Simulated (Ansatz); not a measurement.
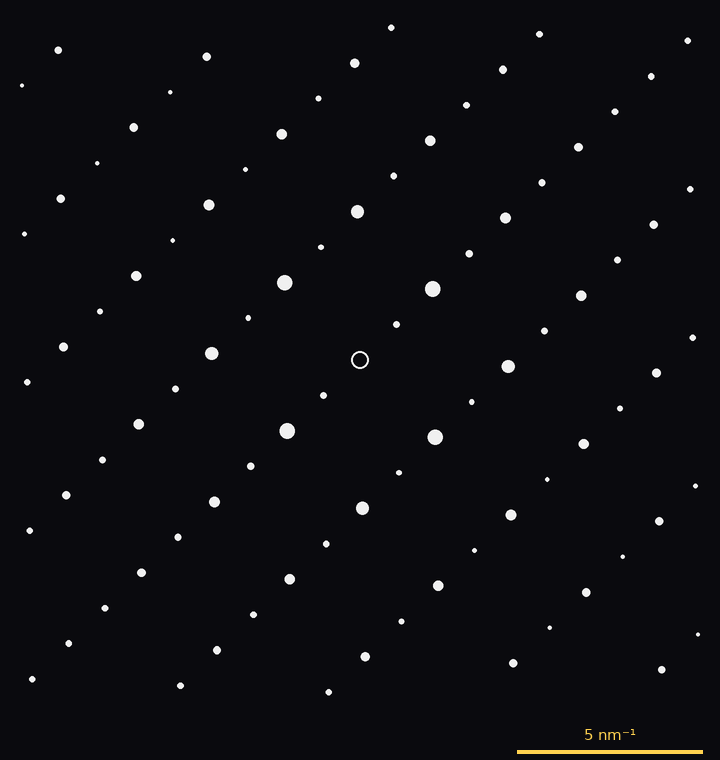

Kinematic zone-axis pattern, calculated for 80 keV electrons with B = 0.3 Å².

Q: Describe the geometry of this pattern.

A: The spots form a rectangular net whose two shortest vectors correspond to d = 7.28 Å and 3.42 Å, 90.0° apart.

Q: What is the point symmetry of the pattern, intensities included?

A: 2mm. A zero-layer kinematic pattern is always centrosymmetric (Friedel's law).

Q: What was simulated?

A: This cannot be fixed from one zone alone; the pattern is [100] of Sr, space group Fmmm (No. 69), a = 4.23 Å, b = 6.84 Å, c = 14.56 Å. The net vectors are 0 0 2 (weak) and 0 2 0. Structure: coordinates from a relaxation with Ansatz, DFT PBEsol, scalar-relativistic, plane waves, PAW; the starting structure was generated, so it need not be a known form of this composition.
